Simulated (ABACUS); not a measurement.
# Run report: MgO, single-point calculation at one volume of an equation of state (part 2 of 2)

The same run, continued: MgO (4 atoms in the cell); Kohn-Sham DFT of a periodic cell, PBE, PseudoDojo NC SR 0.4.1 PBE standard, no spin polarisation (ABACUS 3.10.1); cutoff 1142.88 eV, 9×9×6 k-mesh, fermi-dirac of 0.05 eV. The structure derives from a Materials Project entry. It belongs to a series of runs on one base structure; here: volume scaled by 0.98.

Geometry of the input (Å; fractional positions):
```
3.2856  0.0000  0.0000
-1.6428  2.8454  0.0000
0.0000  0.0000  4.9494
Mg 0.6667  0.3333  0.5022
Mg 0.3333  0.6667  0.0022
O  0.6667  0.3333  0.9024
O  0.3333  0.6667  0.4024
```

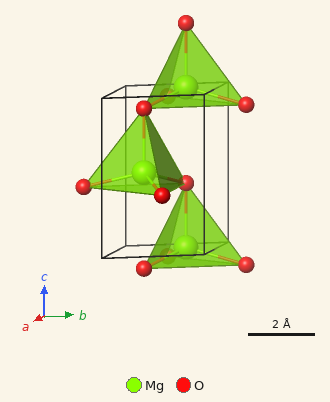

Figure 1. The structure as given in the input (polyhedral view of the cell of the calculation, seen slightly off an axis; polyhedra are completed across the faces of the cell).

### Log, continued
```
----------------------------------------------------------
 E_KohnSham     -304.0400121890      -4136.6765857592
 E_Harris       -308.2925093193      -4194.5347774601
 E_Fermi        0.6029439816         8.2034737246
----------------------------------------------------------

 PW ALGORITHM --------------- ION=   1  ELEC=   3--------------------------------

 Density error is 0.00814195136632
                          Error Threshold = 0.00222537487757
----------------------------------------------------------
     Energy           Rydberg                 eV
----------------------------------------------------------
 E_KohnSham     -304.1806222888      -4138.5896843138
 E_Harris       -303.8221285738      -4133.7121270920
 E_Fermi        0.4487249377         6.1052159871
----------------------------------------------------------

 PW ALGORITHM --------------- ION=   1  ELEC=   4--------------------------------

 Density error is 0.000345198439669
                          Error Threshold = 2.54435980198e-05
----------------------------------------------------------
     Energy           Rydberg                 eV
----------------------------------------------------------
 E_KohnSham     -304.1813634305      -4138.5997680643
 E_Harris       -304.2450439751      -4139.4661863218
 E_Fermi        0.4582763362         6.2351694303
----------------------------------------------------------

 PW ALGORITHM --------------- ION=   1  ELEC=   5--------------------------------

 Density error is 8.15012560331e-06
                          Error Threshold = 1.07874512396e-06
----------------------------------------------------------
     Energy           Rydberg                 eV
----------------------------------------------------------
 E_KohnSham     -304.1814019686      -4138.6002924018
 E_Harris       -304.1794633739      -4138.5739164680
 E_Fermi        0.4570147145         6.2180041875
----------------------------------------------------------

 PW ALGORITHM --------------- ION=   1  ELEC=   6--------------------------------

 Density error is 6.74718703414e-07
                          Error Threshold = 2.54691425104e-08
----------------------------------------------------------
     Energy           Rydberg                 eV
----------------------------------------------------------
 E_KohnSham     -304.1814047094      -4138.6003296923
 E_Harris       -304.1743834032      -4138.5047999208
 E_Fermi        0.4574156653         6.2234594022
----------------------------------------------------------

 PW ALGORITHM --------------- ION=   1  ELEC=   7--------------------------------

 Density error is 2.59981022652e-07
                          Error Threshold = 2.10849594817e-09
----------------------------------------------------------
     Energy           Rydberg                 eV
----------------------------------------------------------
 E_KohnSham     -304.1814046925      -4138.6003294619
 E_Harris       -304.1783686331      -4138.5590217549
 E_Fermi        0.4573902471         6.2231135696
----------------------------------------------------------

 PW ALGORITHM --------------- ION=   1  ELEC=   8--------------------------------

 Density error is 1.79069586137e-08
                          Error Threshold = 8.12440695787e-10
----------------------------------------------------------
     Energy           Rydberg                 eV
----------------------------------------------------------
 E_KohnSham     -304.1814047389      -4138.6003300931
 E_Harris       -304.1823961888      -4138.6138194608
 E_Fermi        0.4574264317         6.2236058867
----------------------------------------------------------

 PW ALGORITHM --------------- ION=   1  ELEC=   9--------------------------------

 Density error is 1.75730524918e-10
                          Error Threshold = 5.59592456678e-11
----------------------------------------------------------
     Energy           Rydberg                 eV
----------------------------------------------------------
 E_KohnSham     -304.1814047420      -4138.6003301353
 E_KS(sigma->0) -304.1814047420      -4138.6003301353
 E_Harris       -304.1815132928      -4138.6018070442
 E_band         -48.8610840544       -664.7891535967
 E_one_elec     -185.7913562092      -2527.8210835923
 E_Hartree      98.7299652121        1343.2900902259
 E_xc           -48.9307759986       -665.7373611431
 E_Ewald        -168.1892377463      -2288.3319756257
 E_entropy(-TS) -0.0000000000        -0.0000000000
 E_descf        0.0000000000         0.0000000000
 E_exx          0.0000000000         0.0000000000
 E_Fermi        0.4574221760         6.2235479852
----------------------------------------------------------

 charge density convergence is achieved
 final etot is -4138.6003301 eV
 EFERMI = 6.2235479852 eV

 STATE ENERGY(eV) AND OCCUPATIONS    NSPIN == 1
 1/12 kpoint (Cartesian) = 0.0000 0.0000 0.0000 (4089 pws)
       1       -66.6292     0.00411523
       2       -66.6244     0.00411523
       3       -33.4814     0.00411523
       4       -33.4293     0.00411523
       5       -33.4185     0.00411523
       6       -33.4185     0.00411523
       7       -33.4091     0.00411523
       8       -33.4091     0.00411523
       9       -11.0698     0.00411523
      10       -10.2085     0.00411523
      11        1.88212     0.00411523
      12        4.41227     0.00411523
      13        4.41227     0.00411523
      14        4.75465     0.00411523
      15        4.75465     0.00411523
      16        5.20519     0.00411523
      17        8.80831    1.45678e-25
      18        13.8969    9.20720e-70
      19        15.7126    1.56250e-85
      20        19.5017        0.00000

 2/12 kpoint (Cartesian) = -0.033818 0.019525 0.0000 (4059 pws)
       1       -66.6289      0.0246914
       2       -66.6243      0.0246914
       3       -33.4797      0.0246914
       4       -33.4303      0.0246914
       5       -33.4216      0.0246914
       6       -33.4195      0.0246914
       7       -33.4126      0.0246914
       8       -33.4095      0.0246914
       9       -11.0033      0.0246914
      10       -10.1859      0.0246914
      11        2.00257      0.0246914
      12        4.10931      0.0246914
      13        4.33000      0.0246914
      14        4.38895      0.0246914
      15        4.76287      0.0246914
      16        5.16062      0.0246914
      17        9.37653    1.01407e-29
      18        14.2329    6.67463e-72
      19        15.6036    8.28136e-84
      20        18.1357        0.00000

 3/12 kpoint (Cartesian) = -0.067635 0.039049 0.0000 (4052 pws)
       1       -66.6280      0.0246914
       2       -66.6242      0.0246914
       3       -33.4750      0.0246914
       4       -33.4335      0.0246914
       5       -33.4297      0.0246914
       6       -33.4221      0.0246914
       7       -33.4215      0.0246914
       8       -33.4108      0.0246914
       9       -10.8247      0.0246914
      10       -10.1348      0.0246914
      11        2.34198      0.0246914
      12        3.31122      0.0246914
      13        3.82697      0.0246914
      14        4.15692      0.0246914
      15        4.75259      0.0246914
      16        5.01481      0.0246914
      17        10.5766    3.82121e-40
      18        14.6765    9.36442e-76
      19        15.4687    1.22958e-82
      20        16.7098        0.00000

 4/12 kpoint (Cartesian) = -0.10145 0.058574 0.0000 (4044 pws)
       1       -66.6270      0.0246914
       2       -66.6242      0.0246914
       3       -33.4687      0.0246914
       4       -33.4392      0.0246914
       5       -33.4384      0.0246914
       6       -33.4308      0.0246914
       7       -33.4249      0.0246914
       8       -33.4123      0.0246914
       9       -10.5937      0.0246914
      10       -10.0965      0.0246914
      11        2.53841      0.0246914
      12        2.84329      0.0246914
      13        3.33195      0.0246914
      14        3.99015      0.0246914
      15        4.71764      0.0246914
      16        4.75362      0.0246914
      17        11.8428    3.84177e-51
      18        14.2239    7.98474e-72
      19        15.0163    1.04541e-78
      20        16.7197        0.00000

 5/12 kpoint (Cartesian) = -0.13527 0.078099 0.0000 (4054 pws)
       1       -66.6261      0.0246914
       2       -66.6243      0.0246914
       3       -33.4631      0.0246914
       4       -33.4450      0.0246914
       5       -33.4441      0.0246914
       6       -33.4362      0.0246914
       7       -33.4268      0.0246914
       8       -33.4133      0.0246914
       9       -10.4061      0.0246914
      10       -10.1033      0.0246914
      11        2.11210      0.0246914
      12        3.01661      0.0246914
      13        3.33366      0.0246914
      14        3.89147      0.0246914
      15        4.43515      0.0246914
      16        4.68832      0.0246914
      17        12.8378    8.74272e-60
      18        13.5975    2.20398e-66
      19        14.6424    1.85105e-75
      20        16.2585        0.00000

 6/12 kpoint (Cartesian) = -0.033818 0.058574 0.0000 (4049 pws)
       1       -66.6283      0.0246914
       2       -66.6242      0.0246914
       3       -33.4765      0.0246914
       4       -33.4324      0.0246914
       5       -33.4266      0.0246914
       6       -33.4227      0.0246914
       7       -33.4177      0.0246914
       8       -33.4108      0.0246914
       9       -10.8806      0.0246914
      10       -10.1491      0.0246914
      11        2.23292      0.0246914
      12        3.64284      0.0246914
      13        3.79936      0.0246914
      14        4.33576      0.0246914
      15        4.69239      0.0246914
      16        5.06573      0.0246914
      17        10.2395    3.23658e-37
      18        14.6421    1.86211e-75
      19        15.5497    2.43604e-83
      20        16.9055        0.00000

[... levels at 6 further k points ...]

------------------------------------------------------------------------------------------
 TOTAL-FORCE (eV/Angstrom)
------------------------------------------------------------------------------------------
                       Mg1         0.0000000000         0.0000000000        -0.0134495882
                       Mg2         0.0000000000         0.0000000000        -0.0134495882
                        O1         0.0000000000         0.0000000000         0.0134495882
                        O2         0.0000000000         0.0000000000         0.0134495882
------------------------------------------------------------------------------------------

----------------------------------------------------------------
 TOTAL-STRESS (KBAR)
----------------------------------------------------------------
        59.7431837976         0.0000000010         0.0000000000
         0.0000000010        59.7431837964         0.0000000000
        -0.0000000000         0.0000000000        57.5623966509
----------------------------------------------------------------
 TOTAL-PRESSURE: 59.016255 KBAR

 --------------------------------------------
 !FINAL_ETOT_IS -4138.6003301353212009 eV
 --------------------------------------------
```

### Standard output
```
ABACUS v3.10.1Local thread limit: 64

               Atomic-orbital Based Ab-initio Computation at UStc

%%%%%%%%%%%%%%%%%%%%%%%%%%%%%%%%%%%%%%%%%%%%%%%%%%%%%%%%%%%%%%%%%%%%%%%%%%%%%%%%%%%%%%%%%%%%%%%%%%%%%%%%%
 Warning: the number of valence electrons in pseudopotential > 2 for Mg: [Ne] 3s2
 Pseudopotentials with additional electrons can yield (more) accurate outcomes, but may be less efficient.
 If you're confident that your chosen pseudopotential is appropriate, you can safely ignore this warning.
%%%%%%%%%%%%%%%%%%%%%%%%%%%%%%%%%%%%%%%%%%%%%%%%%%%%%%%%%%%%%%%%%%%%%%%%%%%%%%%%%%%%%%%%%%%%%%%%%%%%%%%%%

 UNIFORM GRID DIM        : 40 * 40 * 60
 UNIFORM GRID DIM(BIG)   : 40 * 40 * 60
 ---------------------------------------------------------
 Self-consistent calculations for electrons
 ---------------------------------------------------------
 SPIN    KPOINTS         PROCESSORS  THREADS
 1       48              4           4
 ---------------------------------------------------------
 Use plane wave basis
 ---------------------------------------------------------
 ELEMENT NATOM       XC
 Mg      2
 O       2
 ---------------------------------------------------------
 Initial plane wave basis and FFT box
 ---------------------------------------------------------
 -------------------------------------------
 SELF-CONSISTENT :
 -------------------------------------------
 START CHARGE      : atomic
 ITER       ETOT/eV          EDIFF/eV         DRHO     TIME/s
 DA1     -4.13273424e+03   0.00000000e+00   1.0873e+00   2.30
 DA2     -4.13667659e+03  -3.94234389e+00   7.1212e-01   2.09
 DA3     -4.13858968e+03  -1.91309855e+00   8.1420e-03   2.10
 DA4     -4.13859977e+03  -1.00837505e-02   3.4520e-04   1.89
 DA5     -4.13860029e+03  -5.24337569e-04   8.1501e-06   1.58
 DA6     -4.13860033e+03  -3.72904657e-05   6.7472e-07   2.06
 DA7     -4.13860033e+03   2.30346238e-07   2.5998e-07   1.92
 DA8     -4.13860033e+03  -6.31110704e-07   1.7907e-08   2.07
 DA9     -4.13860033e+03  -4.22636832e-08   1.7573e-10   1.96
----------------------------------------------------------------
 TOTAL-STRESS (KBAR)
----------------------------------------------------------------
        59.7431837976         0.0000000010         0.0000000000
         0.0000000010        59.7431837964         0.0000000000
        -0.0000000000         0.0000000000        57.5623966509
----------------------------------------------------------------
 TOTAL-PRESSURE: 59.016255 KBAR
```

### Key numbers

| quantity | value |
| --- | --- |
| outcome | converged |
| space group (tolerance 0.01 Å) | P6₃mc (186) |
| electrons treated | 32 |
| free energy | −4138.6003 eV |
| Fermi energy | 6.224 eV |
| gap on the k-point mesh | 3.60 eV |
| pressure | 5.90 GPa |
| largest force (length of the vector) | 0.013 eV/Å |
| wall time | 19 s (CPU time 78 s) |
| peak memory | 0.44 GiB |

### Notes

The cell is under a pressure of 5.9 GPa at this level, so it is not at its equilibrium volume.
